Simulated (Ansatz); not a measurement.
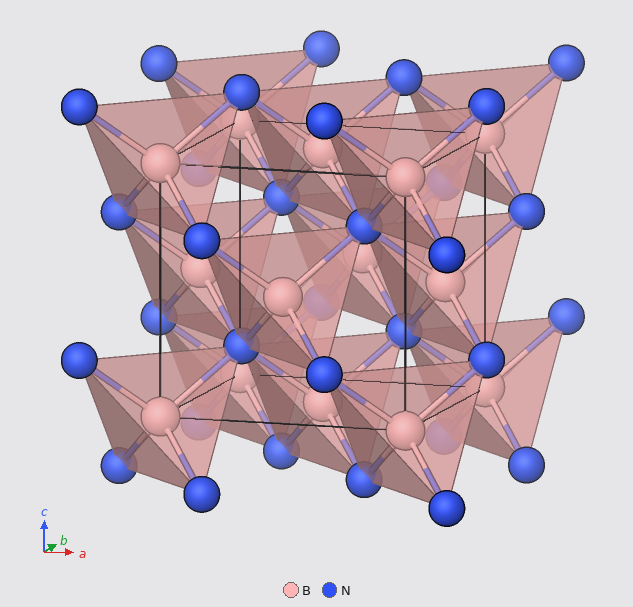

Shown here is a polyhedral view of the crystal, taken slightly off an axis. Lines trace the edges of the conventional unit cell. Some atoms of the next cells are drawn as well. Cell: a = 3.62 Å, b = 3.62 Å, c = 3.62 Å, α = 90.00°, β = 90.00°, γ = 90.00°.

Origin of the cell: a structure listed in the Materials Project. Earlier steps of the study may have refined or changed the cell and positions. It went into a calculation with Ansatz.

**Explain the picture.**

Chemical formula BN. The symmetry is that of F-43m (No. 216), on a face-centred cubic lattice. It belongs to the family called zinc blende (sphalerite type). The cell comprises 4 formula units: 4 B, 4 N. The polyhedra are BN4 tetrahedra; they share corners. B is coordinated by four N in a tetrahedral arrangement at about 1.6 Å. The neighbours of N are four B in a tetrahedral arrangement at about 1.6 Å.

Theory: DFT PBE, scalar-relativistic, plane waves, PAW in Ansatz 0.2.0. Numerical settings: 420 eV cutoff, k-points about 0.25 Å⁻¹ apart, Gaussian smearing of 0.02 eV, no spin polarisation.

**What is the electronic character?**

An insulator at this level, with a gap of 4.46 eV, indirect.

**How charged are the atoms, by the Bader scheme?**

B +2.16 e; N -2.16 e.

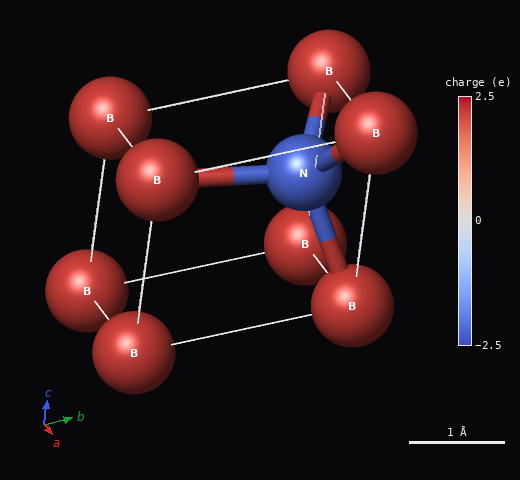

The atoms coloured by those charges. The run's cell of 2 atoms is drawn, so axes and origin can differ from the first picture.

**Is this an equilibrium geometry for the method given?**

Yes. All forces vanish to within 0.01 eV/Å. The pressure is 0.0 GPa, close to zero.
